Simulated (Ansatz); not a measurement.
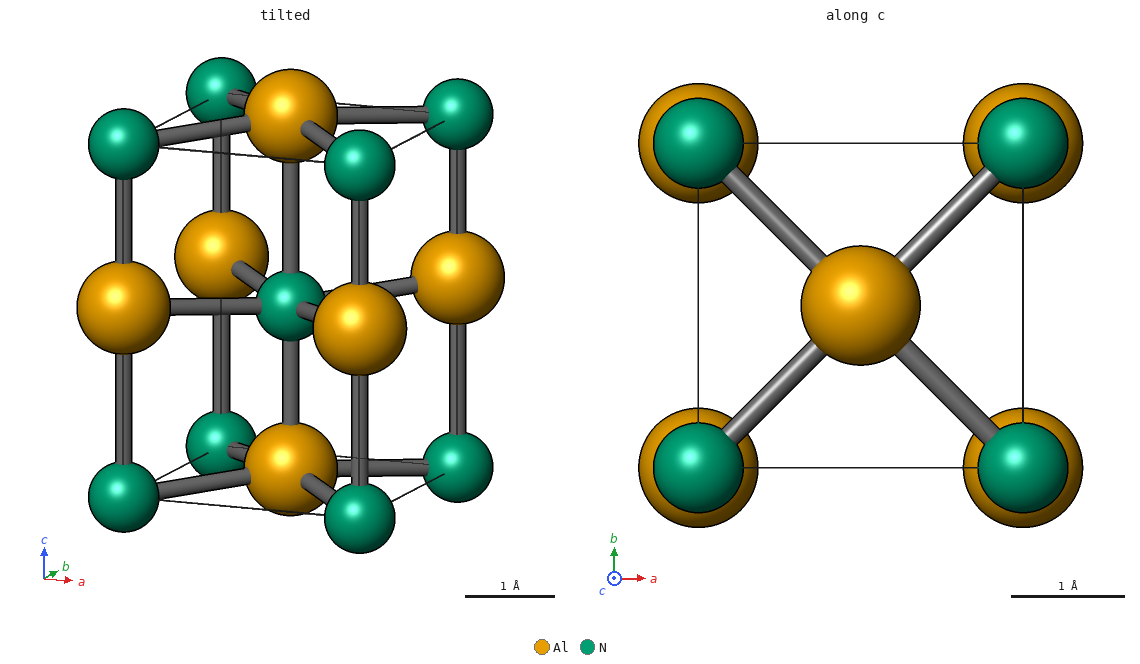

Ball-and-stick representation of a periodic structure, projected slightly off an axis and along the c axis. The conventional unit cell is drawn as a box.

AlN, space group I4mm (No. 107), a = 2.88 Å, b = 2.88 Å, c = 4.07 Å, α = 90.00°, β = 90.00°, γ = 90.00°.

Calculation details: Ansatz 0.2.0, DFT PBE, scalar-relativistic, plane waves, PAW; a cutoff energy of 420 eV, k-points about 0.27 Å⁻¹ apart, Gaussian smearing of 0.02 eV, no spin polarisation.

Q: Does it come out as a metal, or with a gap?

A: An insulator at this level, with a gap of 4.38 eV on the k-mesh (the true edges may lie between mesh points, so the gap can be somewhat smaller).

Q: How far is the cell from zero pressure?

A: The computed pressure is 3.9 GPa (compressed: it would expand). The stress isn't hydrostatic: its largest component is 12.5 GPa.

It goes back to a structure listed in the Materials Project. The cell was then strained or its atoms displaced on purpose. A calculation with Ansatz used it as input.

At this level of theory the cell isn't at rest (forces up to 1.2 eV/Å), so its distances can differ from those at equilibrium, the more so the softer the solid.
